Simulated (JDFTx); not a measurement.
The calculation's input:

```
lattice \
    5.3617199334     0.0000000000     0.0000000000 \
    0.0000000000     5.3617199334     0.0000000000 \
    0.0000000000     0.0000000000     7.6705873125
coords-type Cartesian
ion Ti     0.0000000000     0.0000000000     0.0000000000 1
ion Al     2.6808599667     2.6808599667     3.8352936562 1

ion-species pseudo/Ti.upf
ion-species pseudo/Al.upf
elec-cutoff 40 320
elec-ex-corr gga-PBE
kpoint-folding 4 4 4
elec-smearing Fermi 0.0018374661
elec-n-bands 13
electronic-SCF nIterations 100 energyDiffThreshold 1e-09
electronic-minimize nIterations 30 energyDiffThreshold 1e-7
forces-output-coords Cartesian
lattice-minimize nIterations 40 energyDiffThreshold 1e-6

dump-name run.$VAR
dump End Ecomponents EigStats BandEigs Kpoints Forces Stress ElecDensity Dtot KEdensity
```

Command:

```sh
jdftx -c 1 -i TiAl.in -o TiAl.out
```

Below, planes, directions and counts refer to the conventional cell (a = 2.86 Å, b = 2.86 Å, c = 3.95 Å, α = 90.00°, β = 90.00°, γ = 90.00°).

The fields are those of the run's last geometry, not of the input's.

Space group P4/mmm.

Theory: Kohn-Sham DFT of a periodic cell, PBE, SPMS-PBE-1.0 (JDFTx).

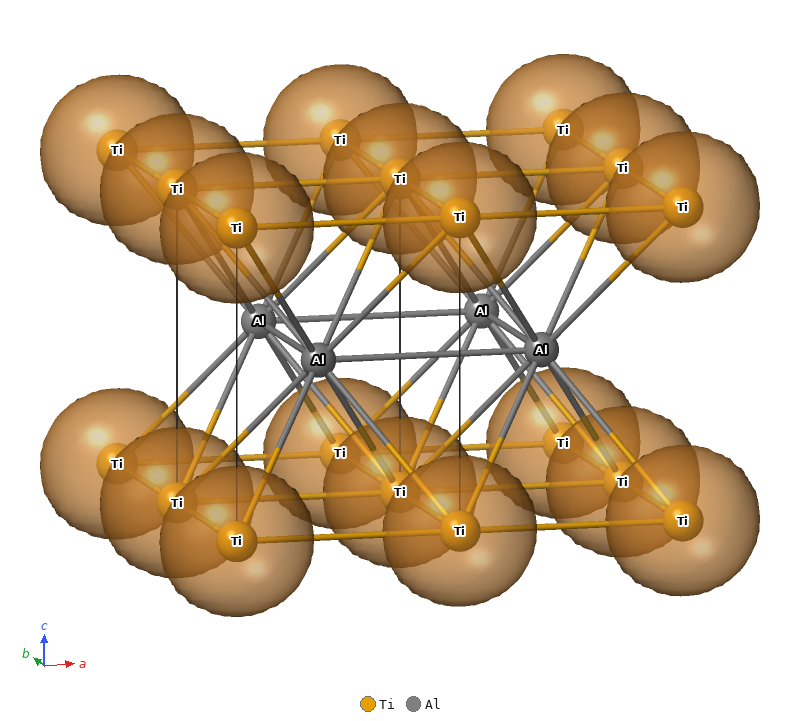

TiAl. Isosurface of the valence pseudo-density at 0.5 e/Å³ (orange), seen slightly off an axis. Sticks mark near contacts.

Core electrons are replaced by pseudopotentials, and the valence fields are smoothed inside the atomic spheres.

### What does this surface tell about the bonding?

At this value the density breaks into separate islands; it holds about 60 % of the electrons treated as valence. It bridges none of the near contacts. It is pinched off along the sampled Ti–Al (2.83 Å), Ti–Ti (2.86 Å) and Al–Al (2.86 Å) contacts. On the grid the lowest density along these lines, outside the cores, is 0.2 e/Å³ (Ti–Al, 2.83 Å), 0.22 e/Å³ (Ti–Ti, 2.86 Å) and 0.22 e/Å³ (Al–Al, 2.86 Å).
